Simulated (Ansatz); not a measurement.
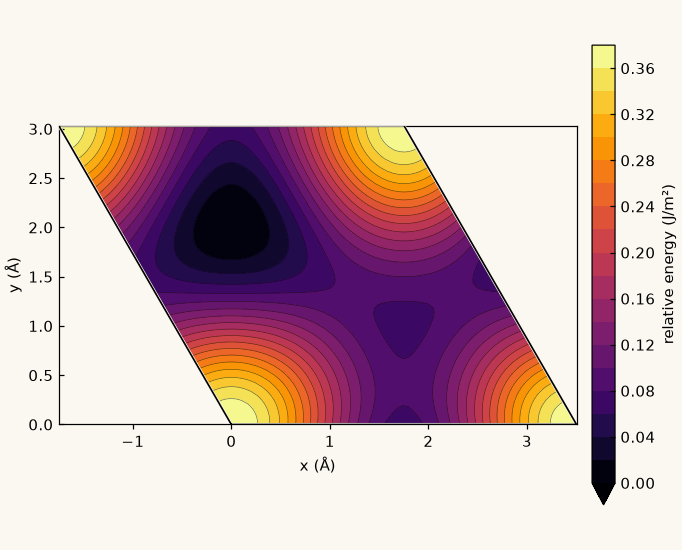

A bilayer of two Te₂Mo sheets (1H type), the upper one turned by 180 degrees about the normal (6 atoms in the cell). The upper layer of a bilayer is slid over the lower one; relaxed at each slide: nothing; the origin of the map has Te4 above Te3; the distance between the facing planes is held at 3.43 Å. Places are given modulo a cell vector. The map is drawn in real space over the plane of the slide. The scan uses a 6 × 6 grid; 10 points were computed and 26 follow by symmetry. Energies are in J/m², from the lowest grid point. At a held distance the lowest stacking need not be the one that binds best once the distance relaxes. Level of theory: Ansatz, DFT PBE+D3(BJ), scalar-relativistic, plane waves, PAW. Settings: cutoff 420 eV, k-mesh 9×9×1, gaussian smearing 0.05 eV, no spin polarisation.

The picture shows filled contours, the outline of one cell of the plane. Between grid points the surface is interpolated.

The lowest grid point is at (2/6, 4/6) of the cell vectors. The highest grid point, (0/6, 0/6) of the cell vectors, lies 0.378 J/m² above the lowest. Facing atoms of the upper layer at the lowest point: Te above Mo of a deeper plane, the Mo behind them above Te; at the highest: Te above Te.

The scan is repeated with another setting: the distance between the facing planes is held at 3.63 Å; all else is set up alike.

> How does the landscape change?

The lowest place stays at (2/6, 4/6) of the cell vectors. The span from the lowest to the highest grid point shrinks from 0.378 to 0.223 J/m². Further apart, the short-range repulsion between facing atoms, which depends on the stacking, fades. In the new map: facing atoms of the upper layer at the lowest point: Te above Mo of a deeper plane, the Mo behind them above Te; at the highest: Te above Te.

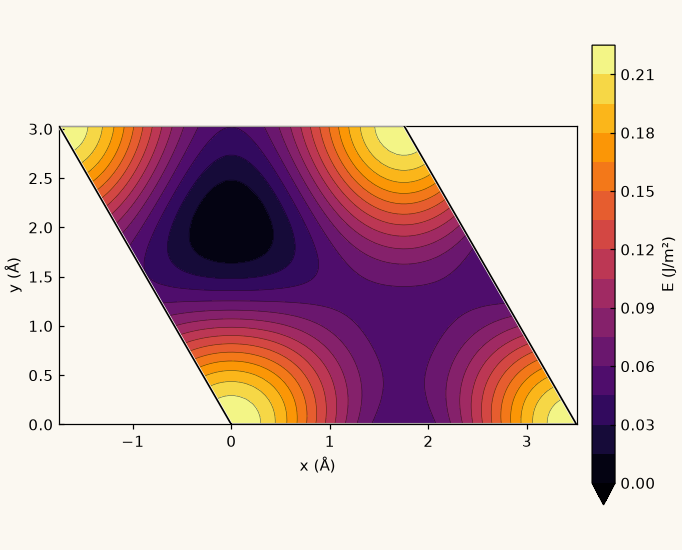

The map after the change, on a colour scale of its own. Drawn: filled contours, the outline of one cell of the plane. Between grid points the surface is interpolated.

PAW datasets: the set soft_1.
